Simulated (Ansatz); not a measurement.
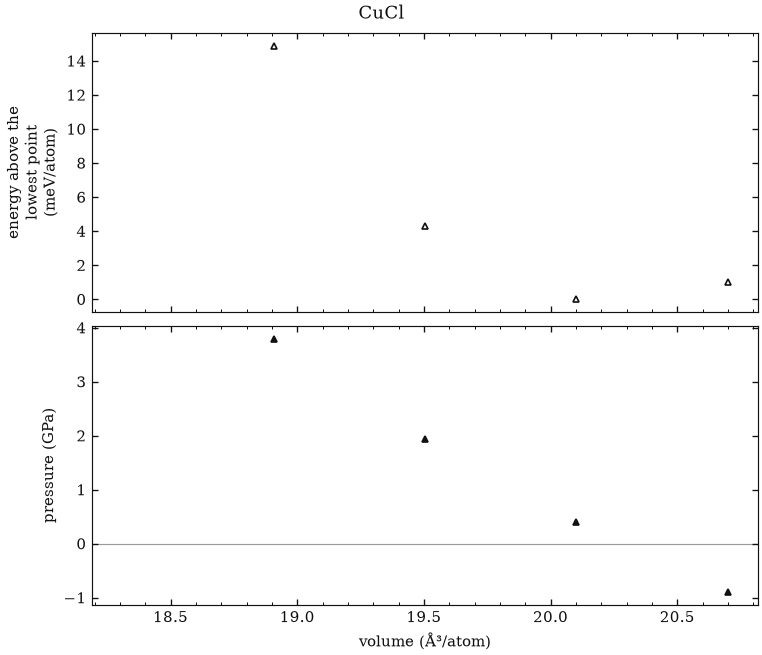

Plotted: energy above the lowest point and pressure against volume for CuCl, space group F-43m (No. 216) (one of a set of cubic test structures, which need not be the stable phase).

How it was computed, with Ansatz 0.2.0 development build: equation of state of a cubic crystal from periodic Kohn-Sham density functional theory without spin, third-order Birch-Murnaghan fit to the free energies; pressure corrected for the finite basis. Level: HSE06.

- structure type: zinc blende
- atoms in cell: 2
- space group number: 216
- lattice centring: face-centred primitive
- k mesh: 4×4×4
- occupation method: Fermi–Dirac
- occupation width: 0.05 eV
- wave cutoff: 700 eV
- datasets: hand-made PAW
- density tolerance: 0 eV
- bands: 17
- density cutoff ratio: 4
- search for lower states: default
- exchange singularity: regularized

The point at volume 18.31 Å³/atom is left out of the plot. What does the calculation give there?

```json
{"volume (Å³/atom)": "18.31", "energy above the lowest point (meV/atom)": "33.1", "pressure (GPa)": "6.019"}
```

Limits of the calculation: modest k-mesh, values are not fully converged in k.
